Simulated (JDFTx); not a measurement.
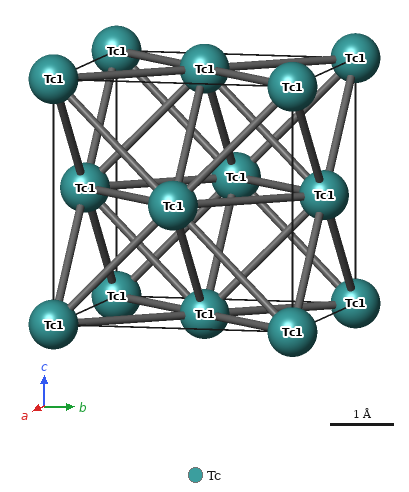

*The structure (ball-and-stick view of the cell 4 times as large as that of the calculation, set on its symmetry axes, seen slightly off an axis; atoms are numbered from 1 in the order of the input).*

Single-point calculation at one volume of an equation of state, with input and output: Tc

- system: Tc (Fm-3m, 1 atom in the cell)
- method: Kohn-Sham DFT of a periodic cell, PBE, PseudoDojo-SR-PBE-0.5-standard, no spin polarisation (JDFTx 1.7.0 (patched build))

The structure derives from an entry of the Crystallography Open Database. It belongs to a series of runs on one base structure; here: volume scaled by 1.02.

**Input**
```
lattice \
    0.0000000000     3.7093704021     3.7093704021 \
    3.7093704021     0.0000000000     3.7093704021 \
    3.7093704021     3.7093704021     0.0000000000
coords-type Lattice
ion Tc     0.0000000000     0.0000000000     0.0000000000 1

ion-species pseudo/Tc.upf
elec-cutoff 42
elec-ex-corr gga-PBE
kpoint-folding 12 12 12
elec-smearing Fermi 0.0018374661
elec-n-bands 13
electronic-SCF nIterations 100 energyDiffThreshold 1e-08
electronic-minimize nIterations 30 energyDiffThreshold 1e-7
forces-output-coords Cartesian

dump-name run.$VAR
dump End Ecomponents EigStats BandEigs Kpoints Forces Stress ElecDensity Dtot KEdensity
```

Run on 1 thread of Arm Neoverse V2, 24 GiB of memory available, shared host.

Launch command:
```bash
jdftx -c 1 -i Tc.in -o Tc.out
```

**Output**
```
*************** JDFTx 1.7.0 (patched build) ***************

Input parsed successfully to the following command list (including defaults):
[... the input with its defaults ...]

---------- Setting up symmetries ----------

Found 48 point-group symmetries of the bravais lattice
Found 48 space-group symmetries with basis
Applied RMS atom displacement 0 bohrs to make symmetries exact.

---------- Initializing the Grid ----------
R =
[            0      3.70937      3.70937  ]
[      3.70937            0      3.70937  ]
[      3.70937      3.70937            0  ]
unit cell volume = 102.078
G =
[  -0.846934   0.846934   0.846934  ]
[   0.846934  -0.846934   0.846934  ]
[   0.846934   0.846934  -0.846934  ]
Minimum fftbox size, Smin = [  32  32  32  ]
Chosen fftbox size, S = [  32  32  32  ]

---------- Exchange Correlation functional ----------
Initalized PBE GGA exchange.
Initalized PBE GGA correlation.

---------- Setting up pseudopotentials ----------
Width of ionic core gaussian charges (only for fluid interactions / plotting) set to 0

Reading pseudopotential file 'pseudo/Tc.upf':
  'Tc' pseudopotential, 'PBE' functional
  Generated using ONCVPSP code by D. R. Hamann
  15 valence electrons, 4 orbitals, 6 projectors, 1001 radial grid points, with lMax = 2
    4S    l: 0   occupation:  2.0   eigenvalue: -2.696647
    4P    l: 1   occupation:  6.0   eigenvalue: -1.666320
    4D    l: 2   occupation:  5.0   eigenvalue: -0.244828
    5S    l: 0   occupation:  2.0   eigenvalue: -0.185336
  Core radius for overlap checks: 1.32 bohrs.

Initialized 1 species with 1 total atoms.

Folded 1 k-points by 12x12x12 to 1728 k-points.

---------- Setting up k-points, bands, fillings ----------
Reduced to 72 k-points under symmetry.
Computing the number of bands and number of electrons
Calculating initial fillings.
nElectrons:  15.000000   nBands: 13   nStates: 72

----- Setting up reduced wavefunction bases (one per k-point) -----
average nbasis = 1327.086 , ideal nbasis = 1327.084

---------- Setting up ewald sum ----------
Optimum gaussian width for ewald sums = 1.891048 bohr.
Real space sum over 2197 unit cells with max indices [  6  6  6  ]
Reciprocal space sum over 2197 terms with max indices [  6  6  6  ]

---------- Allocating electronic variables ----------
Initializing wave functions:  linear combination of atomic orbitals
Note: number of bands (13) exceeds available atomic orbitals (10)
Tc pseudo-atom occupations:   s ( 2 0 )  p ( 6 )  d ( 7 )
	FillingsUpdate:  mu: +0.728499825  nElectrons: 15.000000
LCAOMinimize: Iter:   0  F: -81.0090551878640355  |grad|_K:  4.839e-03  alpha:  1.000e+00
	FillingsUpdate:  mu: +0.806442040  nElectrons: 15.000000
LCAOMinimize: Iter:   1  F: -81.1076829031975848  |grad|_K:  6.397e-05  alpha:  6.277e-01  linmin:  1.808e-01  cgtest: -7.477e-01
	FillingsUpdate:  mu: +0.806398164  nElectrons: 15.000000
[... 5 lines of inner loops ...]
LCAOMinimize: Iter:   4  F: -81.1077012697919884  |grad|_K:  5.776e-08  alpha:  9.708e-01  linmin: -1.565e-03  cgtest:  2.115e-02
	FillingsUpdate:  mu: +0.805626530  nElectrons: 15.000000
LCAOMinimize: Iter:   5  F: -81.1077012698044655  |grad|_K:  1.361e-08  alpha:  7.678e-01  linmin:  3.386e-02  cgtest: -1.549e-01
LCAOMinimize: Converged (|Delta F|<1.000000e-06 for 2 iters).

-------- Electronic minimization -----------
Will mix electronic density at each iteration.
	FillingsUpdate:  mu: +0.805626530  nElectrons: 15.000000
	FillingsUpdate:  mu: +0.797752949  nElectrons: 15.000000
SCF: Cycle:  0   F: -81.132228445546602   dF: -2.453e-02   |Residual|: 5.826e-02   |deigs|: 4.276e-01
	FillingsUpdate:  mu: +0.787368343  nElectrons: 15.000000
SCF: Cycle:  1   F: -81.135537726619148   dF: -3.309e-03   |Residual|: 1.269e-02   |deigs|: 1.389e-02
	FillingsUpdate:  mu: +0.785309015  nElectrons: 15.000000
SCF: Cycle:  2   F: -81.135628674626290   dF: -9.095e-05   |Residual|: 4.747e-03   |deigs|: 2.563e-03
	FillingsUpdate:  mu: +0.785471345  nElectrons: 15.000000
SCF: Cycle:  3   F: -81.135629304029720   dF: -6.294e-07   |Residual|: 9.359e-04   |deigs|: 3.742e-04
	FillingsUpdate:  mu: +0.785287083  nElectrons: 15.000000
SCF: Cycle:  4   F: -81.135630078639849   dF: -7.746e-07   |Residual|: 2.245e-04   |deigs|: 2.542e-04
	FillingsUpdate:  mu: +0.785292692  nElectrons: 15.000000
SCF: Cycle:  5   F: -81.135630105689032   dF: -2.705e-08   |Residual|: 8.858e-05   |deigs|: 2.835e-05
	FillingsUpdate:  mu: +0.785297611  nElectrons: 15.000000
SCF: Cycle:  6   F: -81.135630111256262   dF: -5.567e-09   |Residual|: 4.507e-05   |deigs|: 1.899e-05
	FillingsUpdate:  mu: +0.785304764  nElectrons: 15.000000
SCF: Cycle:  7   F: -81.135630113522353   dF: -2.266e-09   |Residual|: 8.555e-06   |deigs|: 2.069e-05
SCF: Converged (|Delta E|<1.000000e-08 for 2 iters).

Setting wave functions to eigenvectors of Hamiltonian

# Stress tensor in Cartesian coordinates [Eh/a0^3]:
[  0.000375465            0            0  ]
[            0  0.000375465            0  ]
[            0            0  0.000375465  ]

# Ionic positions in lattice coordinates:
ion Tc   0.000000000000000   0.000000000000000   0.000000000000000 1

# Forces in Cartesian coordinates:
force Tc   0.000000000000000   0.000000000000000  -0.000000000000000 1

# Energy components:
   Eewald =      -69.5262170428967039
       EH =       11.6429192514557318
     Eloc =      -50.6830238598291700
      Enl =       10.2918991080573594
      Exc =      -13.5616499138371758
 Exc_core =        3.7079246265032917
       KE =       26.9928872731627933
-------------------------------------
     Etot =      -81.1352605573838730
       TS =        0.0003695561384790
-------------------------------------
        F =      -81.1356301135223532

IonicMinimize: Iter:   0  F: -81.135630113522353  |grad|_K:  0.000e+00
IonicMinimize: Converged (|grad|_K<1.000000e-04).

#--- Lowdin population analysis ---
# oxidation-state Tc +0.131

Dumping 'run.eigStats' ...
	eMin: -1.678106 at state 0 ( [ +0.000000 +0.000000 +0.000000 ] spin 0 )
	HOMO: +0.785015 at state 30 ( [ +0.000000 +0.250000 +0.500000 ] spin 0 )
	mu  : +0.785305
	LUMO: +0.786382 at state 59 ( [ +0.083333 +0.333333 -0.250000 ] spin 0 )
	eMax: +1.631678 at state 3 ( [ +0.000000 +0.000000 +0.250000 ] spin 0 )
	HOMO-LUMO gap: +0.001367
	Optical gap  : +0.010587 at state 54 ( [ +0.083333 +0.250000 -0.166667 ] spin 0 )
Done!
```

**Results in brief**

```json
{"quantity": "outcome", "value": "converged"}
{"quantity": "space group (tolerance 0.01 Å)", "value": "Fm-3m (225)"}
{"quantity": "electrons treated", "value": "15"}
{"quantity": "free energy", "value": "−2207.8130 eV"}
{"quantity": "Fermi energy", "value": "21.369 eV"}
{"quantity": "gap on the k-point mesh", "value": "none (metallic)"}
{"quantity": "pressure", "value": "−11.05 GPa"}
{"quantity": "largest force (length of the vector)", "value": "under 0.001 eV/Å"}
{"quantity": "wall time", "value": "24 s"}
{"quantity": "peak memory", "value": "0.08 GiB"}
```

**Remarks**

The cell is under a tension of 11.0 GPa at this level, so it is not at its equilibrium volume.
